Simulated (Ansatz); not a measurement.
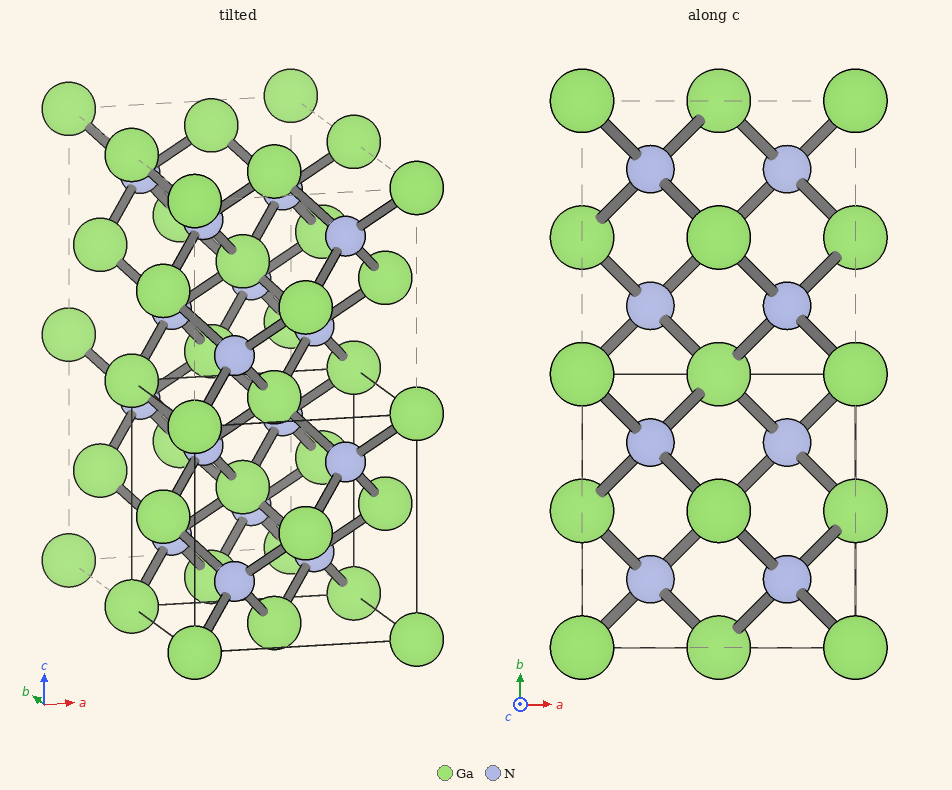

We look at a ball-and-stick model of the crystal slightly off an axis and along the c axis. A 1×2×2 array of cells is drawn; the conventional unit cell has the solid edges.

GaN, space group F-43m (No. 216), a = 4.53 Å, b = 4.53 Å, c = 4.53 Å, α = 90.00°, β = 90.00°, γ = 90.00°.

Calculation details: DFT PBE, scalar-relativistic, plane waves, PAW in Ansatz 0.2.0; a kinetic-energy cutoff of 420 eV, k-points about 0.24 Å⁻¹ apart, no spin polarisation.

> What is the electronic character?

A semiconductor at this level, with a gap of 1.61 eV on the k-mesh (the true edges may lie between mesh points, so the gap can be somewhat smaller).

The structure was taken from a structure listed in the Materials Project. It was relaxed with DFT PBE, scalar-relativistic, plane waves, PAW (Ansatz 0.2.0) under a constraint or pressure on the cell, so some stress remains.
